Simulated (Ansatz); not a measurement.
Be$_{4}$Se

The calculation's input:

```
crystal:
  lattice:
    - [3.9985661251, 0.0, 0.0]
    - [0.0, 3.9985661251, 0.0]
    - [0.0, 0.0, 3.9985661251]
  atoms:
    - { symbol: Be, position: [0.3084111929, 0.3084111929, 0.3084111929] }
    - { symbol: Be, position: [0.6915888071, 0.6915888071, 0.3084111929] }
    - { symbol: Be, position: [0.6915888071, 0.3084111929, 0.6915888071] }
    - { symbol: Be, position: [0.3084111929, 0.6915888071, 0.6915888071] }
    - { symbol: Se, position: [0.0, 0.0, 0.0] }
basis:
  ecutwfc: 420
kpoints:
  mp_grid: { grid: [10, 10, 10] }
hamiltonian:
  xc: pbe
scf:
  occupations: { method: gaussian, width: 0.1 }
output:
  forces: true
  stress: true
  eigenvalues: true
  write_density: true
  write_potential: true
  elf: true
  volumetric_format: npy
relax:
  adjacent_minimum: "off"
  f_tol: 0.01
  max_steps: 80
  cell: { stress_tol: 0.05 }
```

Command:

```sh
ansatz run input.yaml --threads 1 --pin off --max-ram 2048MiB --backend cpu --events-out ev --progress --plain --runs-dir out
```

Below, planes, directions and counts refer to the conventional cell (a = 4.00 Å, b = 4.00 Å, c = 4.00 Å, α = 90.00°, β = 90.00°, γ = 90.00°).

The fields are those of the relaxed geometry.

Space group P-43m; a structure generated by program, which may or may not match a known phase.

Computed with DFT PBE, scalar-relativistic, plane waves, PAW (Ansatz 0.2.0).

### Predict the valence pseudo-density and electron localisation function between the atoms.

Be–Se (2.14 Å): ρ is about 0.68 e/Å³ halfway; the ELF peaks at about 0.90 between the atoms.
The ELF has a maximum of about 0.80 in the space between the atoms, 1.6 Å from four Be atoms, on no atom or two-centre bond.

### Metal or insulator at this level of theory?

It is gapless in this calculation (a metal or semimetal).

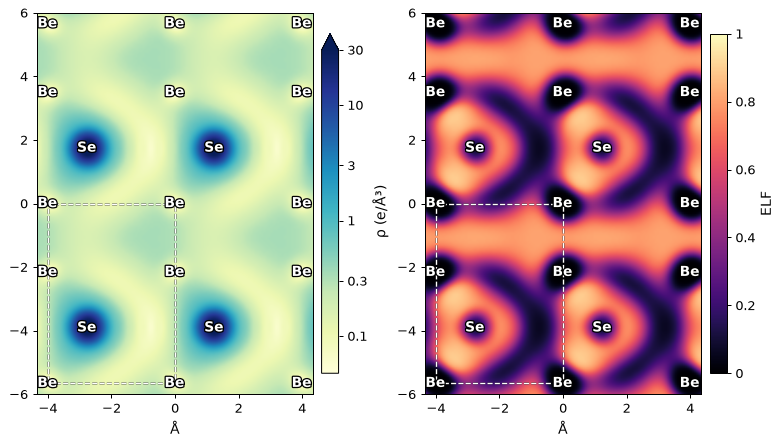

Computed valence pseudo-density and electron localisation function on the (011) plane of the conventional cell, in this order. 

In a PAW calculation such maps are meaningful between the atoms, not at the nuclei.
